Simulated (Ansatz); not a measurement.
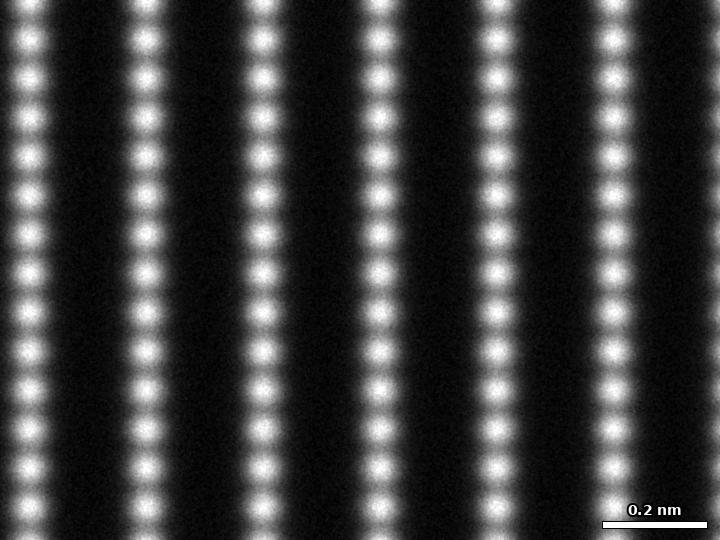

HAADF-like image of Ti (Im-3m, No. 229) along [221]. Simulated incoherent Z contrast: every atom adds Z^1.6 spread by a probe of 0.51 Å full width; channelling and multiple scattering are left out. The probe carries 15 % of its weight in a tail 2.5 times as wide. The display is stretched by a gamma of 0.8; percentages refer to the linear signal. Shot noise was added. Structure used: the geometry relaxed with DFT, PBEsol, plane waves (420 eV) with PAW, scalar-relativistic (Ansatz); the starting structure was generated, so it need not be a known form of this composition.

Interpret the image.

Answer. The columns repeat on a rectangular net of 0.76 × 2.27 Å (plane group p2mm). All columns are alike (Ti). The shortest distance between visible columns is 0.76 Å in projection. Along the beam the structure repeats every 9.64 Å.
